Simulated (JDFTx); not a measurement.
**A series of single points on FeO**

System: FeO (R-3m, 2 atoms in the cell).
Method: Kohn-Sham DFT of a periodic cell, PBEsol, PseudoDojo-SR-PBEsol-0.4.1-standard, spin-polarised (JDFTx 1.7.0 (patched build)).

The 7 runs differ only in the geometry, by an even scaling of the cell at fixed fractional positions. The structure derives from an entry of the Crystallography Open Database.

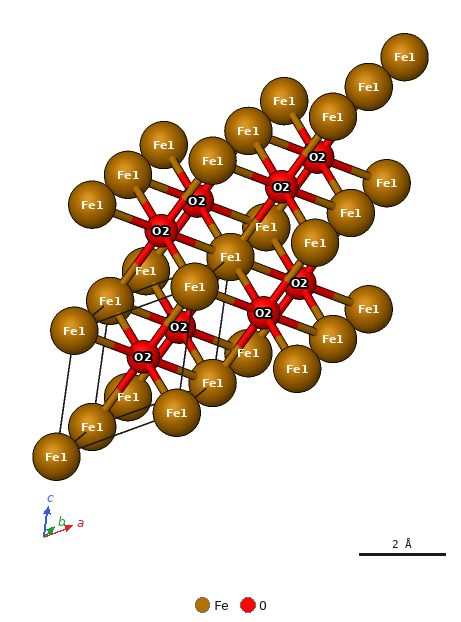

Figure 1. The structure of run 4 (ball-and-stick view of the reduced cell, repeated 2 × 2 × 2, seen slightly off an axis; atoms are numbered from 1 in the order of the input). An atom can appear more than once, as a periodic image.

### Input of run 4
```
lattice \
    2.8701555377    -2.8701555377     0.0000000000 \
    1.6570850723     1.6570850723    -3.3141701446 \
    4.7613110177     4.7613110177     4.7613110177
coords-type Lattice
ion Fe     0.0000000000     0.0000000000     0.0000000000 1
ion O      0.5000000000     0.5000000000     0.5000000000 1

ion-species pseudo/Fe.upf
ion-species pseudo/O.upf
elec-cutoff 45 360
elec-ex-corr gga-PBEsol
kpoint-folding 11 11 11
elec-smearing Fermi 0.0018374661
elec-n-bands 19
spintype z-spin
initial-magnetic-moments Fe 3
elec-initial-magnetization 3 no
electronic-SCF nIterations 100 energyDiffThreshold 1e-09
electronic-minimize nIterations 30 energyDiffThreshold 1e-7
forces-output-coords Cartesian

dump-name run.$VAR
dump End Ecomponents EigStats BandEigs Kpoints Forces Stress
```

Command:
```bash
jdftx -c 1 -i FeO.in -o FeO.out
```

Run 5 differs from it as follows:
```diff
-    2.8701555377    -2.8701555377     0.0000000000 \
-    1.6570850723     1.6570850723    -3.3141701446 \
-    4.7613110177     4.7613110177     4.7613110177
+    2.8891637442    -2.8891637442     0.0000000000 \
+    1.6680594655     1.6680594655    -3.3361189309 \
+    4.7928437978     4.7928437978     4.7928437978
```

### Results, with one run withheld

```csv
run,volume per atom (Å³),"free energy per atom, from the lowest run given (meV)",pressure (GPa)
1,9.463,0.00,1.59
2,9.664,0.70,−2.77
3,9.866,6.57,−6.64
4,10.067,17.02,−10.09
5,10.268,?,?
6,10.470,49.79,−15.90
7,10.671,71.24,−18.33
```

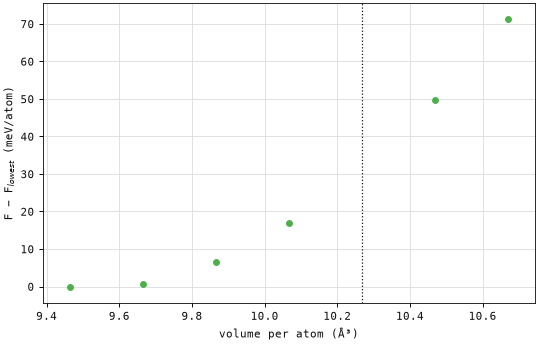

Figure 2. Free energy per atom of the runs given; the dotted line marks run 5.

What should run 5 give?

A cubic polynomial in V^(−2/3) (the Birch–Murnaghan form), fitted to the 6 runs given, misses them by at most 0.01 meV per atom. With x = V^(−2/3) − 0.21518 Å⁻², it reads F = 14.093 − 4014.2 x + 2.7655e+05 x² + 2.5699e+05 x³ (meV per atom). At run 5 it gives 31.53 meV per atom, and the run itself gives 31.58. The slope of the fit gives a pressure −dF/dV of −13.08 GPa there, and the run prints −13.17 GPa. The two needn't agree exactly: the fit is approximate, and the printed stress is taken on a finite basis. The fit has its minimum at 9.537 Å³ per atom, where V d²F/dV² gives 208 GPa. Cell shape and fractional positions are held, so this is the stiffness under even scaling; the relaxed bulk modulus wasn't computed.

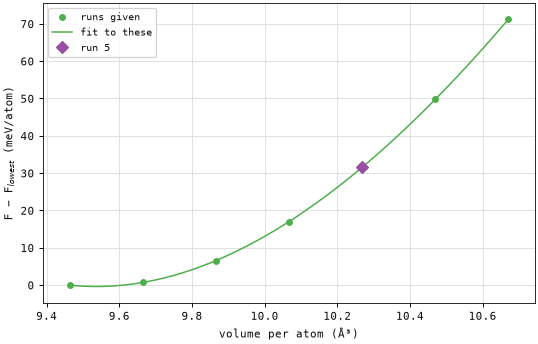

Figure 3. The fit and the withheld run.

### Some lines of the output (run 5)
```
[...]
unit cell volume = 138.589
     Etot =     -137.8601665815486399
        F =     -137.8605984538042719
	HOMO-LUMO gap: +0.000241
	Optical gap  : +0.004412 at state 168 ( [ +0.000000 +0.181818 -0.272727 ] spin -1 )
```
